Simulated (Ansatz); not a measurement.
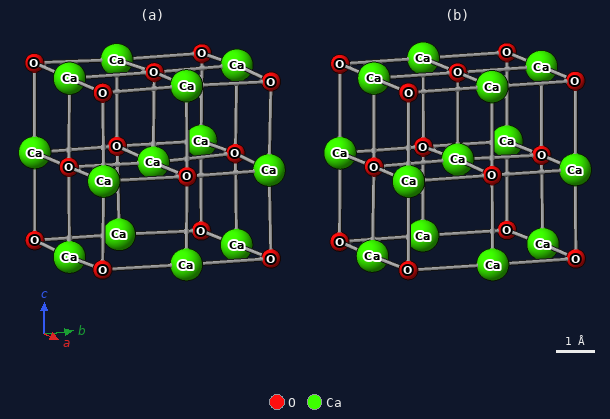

The structure of a defect cell of composition O$_{31}$Ca$_{32}$ before (left) and after (right) a relaxation, at one scale.

The picture is a ball-and-stick view of the atoms within 4.2 Å of the atom that moves most (axes of the cell of the calculation), seen slightly off an axis.

These are results of DFT, PBEsol, PAW, plane waves in Ansatz, not measurements. (plane-wave cutoff 420 eV; k-point mesh 1 × 1 × 1; mesh shifted by (0.25, 0.25, 0.25); no spin polarisation; atoms relaxed in a fixed cell; force threshold 0.03 eV/Å; at most 80 steps)

Q: What changed between the two?

A: A Ca atom moves most: 0.083 Å along [−1 0 2]. By element the largest moves are Ca 0.083 Å, O 0.053 Å. The cell doesn't change. Among the contacts that change: Ca–Ca 3.329 → 3.439 Å, Ca–Ca 3.433 → 3.342 Å, Ca–Ca 3.355 → 3.441 Å, Ca–O 2.415 → 2.332 Å. Among the angles between lasting bonds that change: O–Ca–O 87.1° → 91.0°, O–Ca–O 88.4° → 91.0°. The energy falls by 0.421 eV per cell of the calculation in 1 geometry step. The largest force component goes from 0.92 to 0.029 eV/Å.
